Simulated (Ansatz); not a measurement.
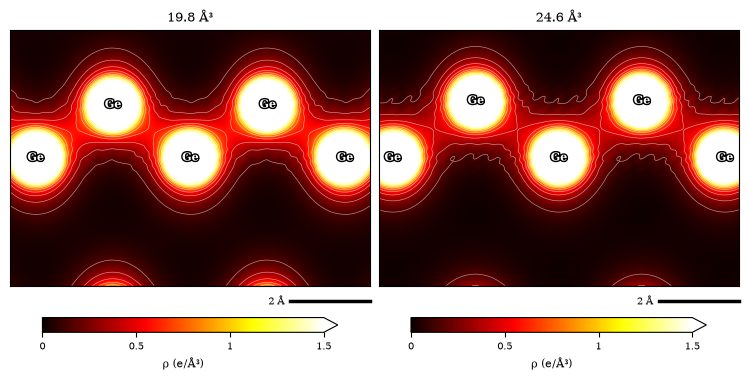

Ge. The valence pseudo-density of cells scaled evenly to different volumes (given per atom above each panel), on the (101̄) plane of each (indices in the axes of the cell below), at one length scale and on one colour scale.

Level of theory: Ansatz 0.2.0, DFT LDA, scalar-relativistic, plane waves, PAW.

The density is the valence pseudo-density of a PAW calculation; it isn't the true density close to the nuclei.

The largest cell:

```cif
data_structure
_symmetry_space_group_name_H-M 'P 1'
_symmetry_Int_Tables_number 1
_cell_length_a 4.1574
_cell_length_b 4.1574
_cell_length_c 4.0296
_cell_angle_alpha 61.012
_cell_angle_beta 61.012
_cell_angle_gamma 57.976
_cell_volume 49.16
loop_
_atom_site_label
_atom_site_type_symbol
_atom_site_fract_x
_atom_site_fract_y
_atom_site_fract_z
_atom_site_occupancy
Ge1 Ge 0.50000 0.50000 0.50000 1
Ge2 Ge 0.75000 0.75000 0.75000 1
```

| volume (Å³/atom) | Ge–Ge contact in the plane (Å) | ρ at its midpoint (e/Å³) | pressure (GPa) | 
| --- | --- | --- | --- |
| 19.84 | 2.346 | 0.587 | 10.5 | 
| 22.21 | 2.436 | ? | ? | 
| 24.58 | 2.520 | 0.450 | −5.6 | 

Question: Estimate the missing row, and compare with the calculation.

Answer: Over the known rows ln ρ falls by 1.53 per Å of Ge–Ge distance (the line through the two), which gives 0.512 e/Å³ at 2.436 Å; the calculation gives 0.511 e/Å³. For the pressure, a straight line in volume between the neighbouring rows gives 2.4 GPa; the calculation gives 0.0, lower because pressure rises ever faster on compression.
